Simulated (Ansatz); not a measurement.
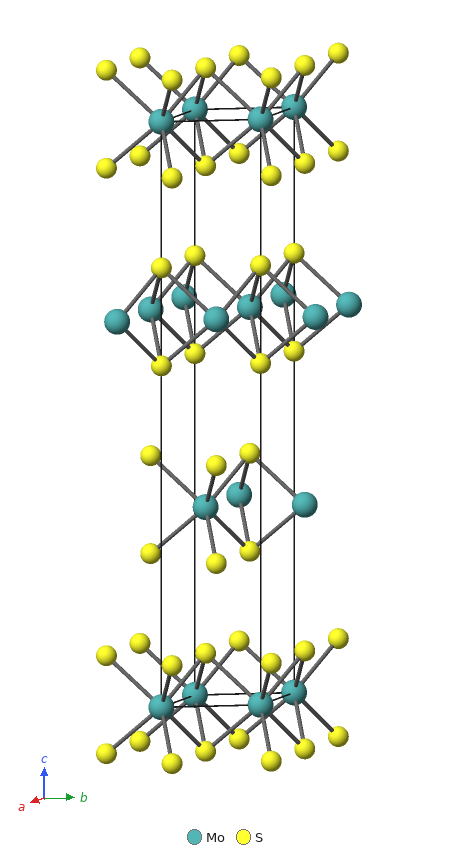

A ball-and-stick rendering, viewed slightly off an axis. One conventional unit cell is framed, with atoms on its boundary repeated. Bonded atoms from the next cells complete the picture.

MoS2, space group R3m (No. 160), a = 3.18 Å, b = 3.18 Å, c = 18.58 Å, α = 90.00°, β = 90.00°, γ = 120.00°.

Run with G0W0 on r2SCAN, plane waves, PAW in Ansatz and these settings: an energy cutoff of 500 eV, k-points about 0.38 Å⁻¹ apart, no spin polarisation.

### Classify it as metallic or gapped, with the value.

A semiconductor at this level, with a gap of 1.03 eV, indirect; the smallest direct gap is 1.79 eV.

Starting structure: a structure listed in the Materials Project. Earlier steps of the study may have refined or changed the cell and positions. An electronic-structure calculation with Ansatz was run on it.
